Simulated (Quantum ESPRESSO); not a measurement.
## Be₂C: 7 runs along one coordinate

System: Be₂C (Fm-3m, 3 atoms in the cell).
Method: Kohn-Sham DFT of a periodic cell, LDA, GBRV 1.5 LDA, no spin polarisation (Quantum ESPRESSO 7.5).

The 7 runs differ only in the geometry, by an even scaling of the cell at fixed fractional positions. The structure derives from an entry of the Crystallography Open Database.

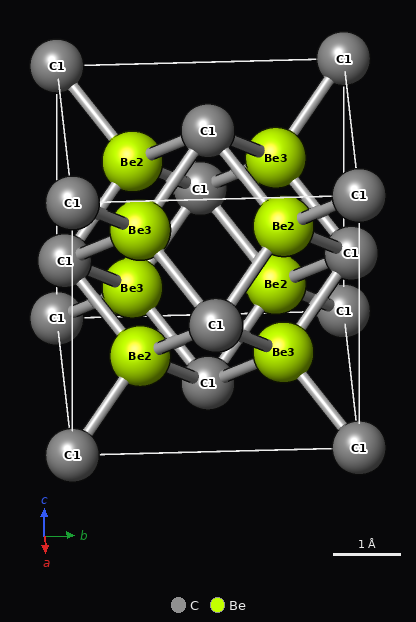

Figure 1. The structure of run 4 (ball-and-stick view of the cell 4 times as large as that of the calculation, set on its symmetry axes, seen at an oblique angle; atoms are numbered from 1 in the order of the input).

**Input of run 4**
```
&CONTROL
  calculation = 'scf'
  prefix = 'pwscf'
  outdir = './tmp'
  pseudo_dir = './pseudo'
  tstress = .true.
  disk_io = 'nowf'
/
&SYSTEM
  ibrav = 0
  nat = 3
  ntyp = 2
  ecutwfc = 45
  ecutrho = 360
  nbnd = 12
  occupations = 'smearing'
  smearing = 'fd'
  degauss = 0.00367493
/
&ELECTRONS
  conv_thr = 6d-10
  electron_maxstep = 120
  mixing_beta = 0.5
/
ATOMIC_SPECIES
C     12.0110 c_lda_v1.2.uspp.F.UPF
Be     9.0122 be_lda_v1.4.uspp.F.UPF
CELL_PARAMETERS angstrom
   0.0000000000    2.1650000000    2.1650000000
   2.1650000000    0.0000000000    2.1650000000
   2.1650000000    2.1650000000    0.0000000000
ATOMIC_POSITIONS crystal
C      0.0000000000    0.0000000000    0.0000000000
Be     0.7500000000    0.7500000000    0.7500000000
Be     0.2500000000    0.2500000000    0.2500000000
K_POINTS automatic
11 11 11 0 0 0
```

Command:
```bash
OMP_NUM_THREADS=1 mpirun -n 2 pw.x -nk 2 -in pw.in > pw.out
```

Run 5 differs from it as follows:
```diff
-   0.0000000000    2.1650000000    2.1650000000
-   2.1650000000    0.0000000000    2.1650000000
-   2.1650000000    2.1650000000    0.0000000000
+   0.0000000000    2.1793381662    2.1793381662
+   2.1793381662    0.0000000000    2.1793381662
+   2.1793381662    2.1793381662    0.0000000000
```

**Results, with one run withheld**

```csv
run,volume per atom (Å³),"free energy per atom, from the lowest run given (meV)",pressure (GPa),gap on the mesh (eV)
1,6.359,1.85,4.34,1.31
2,6.495,0.00,−0.36,1.30
3,6.630,1.96,−4.64,1.29
4,6.765,7.37,−8.54,1.28
5,6.901,?,?,?
6,7.036,27.35,−15.33,1.25
7,7.171,41.42,−18.29,1.24
```

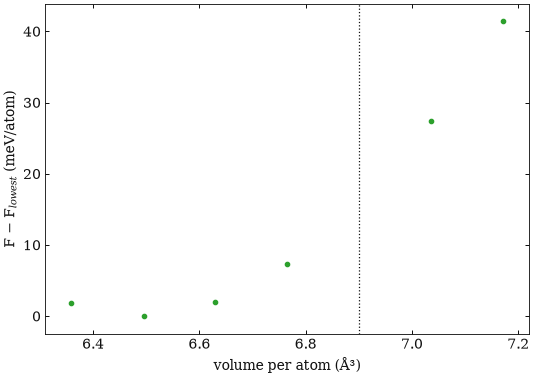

Figure 2. Free energy per atom of the runs given; the dotted line marks run 5.

Fit the runs given and predict run 5.

A cubic polynomial in V^(−2/3) (the Birch–Murnaghan form), fitted to the 6 runs given, misses them by at most 0.02 meV per atom. With x = V^(−2/3) − 0.28046 Å⁻², it reads F = 5.7679 − 1665.9 x + 1.2147e+05 x² − 1.4108e+05 x³ (meV per atom). At run 5 it gives 15.95 meV per atom, and the run itself gives 15.92. The slope of the fit gives a pressure −dF/dV of −11.90 GPa there, and the run prints −12.09 GPa. The two needn't agree exactly: the fit is approximate, and the printed stress is taken on a finite basis. The fit has its minimum at 6.490 Å³ per atom, where V d²F/dV² gives 215 GPa: the bulk modulus at this level, since symmetry fixes the shape and the positions. The gap on the mesh goes, without turning, from 1.31 eV in run 1 to 1.24 eV in run 7; run 5 has 1.27 eV. These are gaps of this functional on this mesh, which can miss the band edges; they aren't the measured gap.

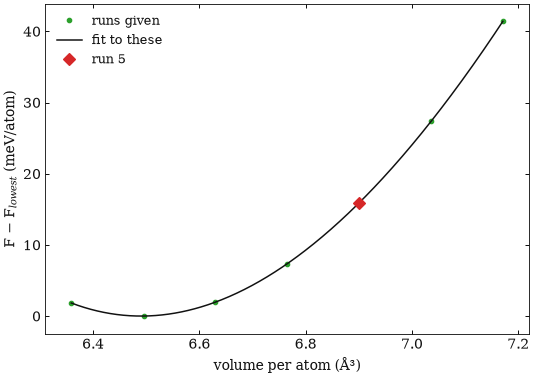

Figure 3. The fit and the withheld run.

**Some lines of the output (run 5)**
```
[...]
     unit-cell volume          =     139.7013 (a.u.)^3
     number of k points=    56  Fermi-Dirac smearing, width (Ry)=  0.0037
     total energy              =     -67.51535233 Ry
     total energy              =     -67.57737933 Ry
     total energy              =     -67.57956322 Ry
     total energy              =     -67.57962307 Ry
     total energy              =     -67.57963322 Ry
     total energy              =     -67.57963345 Ry
     total energy              =     -67.57963347 Ry
     the Fermi energy is    10.2091 ev
!    total energy              =     -67.57963347 Ry
     The total energy is F=E-TS. E is the sum of the following terms:
     Computing stress (Cartesian axis) and pressure
          total   stress  (Ry/bohr**3)                   (kbar)     P=     -120.95
```
